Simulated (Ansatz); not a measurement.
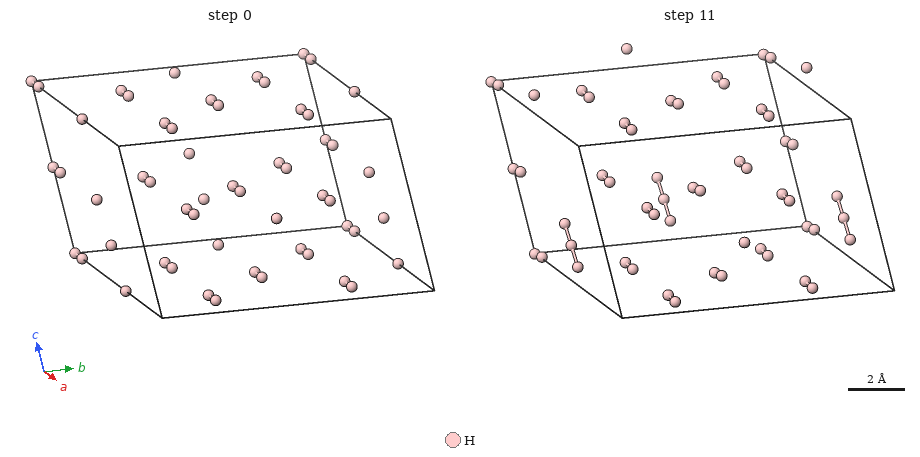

The structure of a defect cell of composition H (started half-way along a vacancy jump, in the symmetry of that start) before (left) and after (right) a relaxation, at one scale.

Style: ball-and-stick. Shown: the conventional cell (2 times the calculation's cell) (origin shifted), slightly off an axis. Lengths and directions refer to the drawn axes.

Theory: DFT PBE, scalar-relativistic, plane waves, PAW in Ansatz 0.2.0. (plane-wave cutoff 420 eV; k-point mesh 4 × 4 × 4; occupations gaussian; smearing width 0.05 eV; no spin polarisation; atoms relaxed in a fixed cell; force threshold 0.02 eV/Å; at most 60 steps)

### What changed between the two?

The largest moves, 1.07 Å, are those of H atoms. The cell doesn't change. Near-neighbour distances that change, for instance: H–H 2.006 → 0.934 Å. The energy falls by 4.024 eV per cell of the calculation in 9 accepted moves (11 points after the start). Largest force component: 1.1 eV/Å at the start, 0.019 eV/Å at the end. The line search rejected the trial step at point 6 of the run. 1 step only repeated the SCF at the same geometry.

Limits of the set-up: the periodic images lie only 7.0 Å apart, so the values are limited by the cell's size.
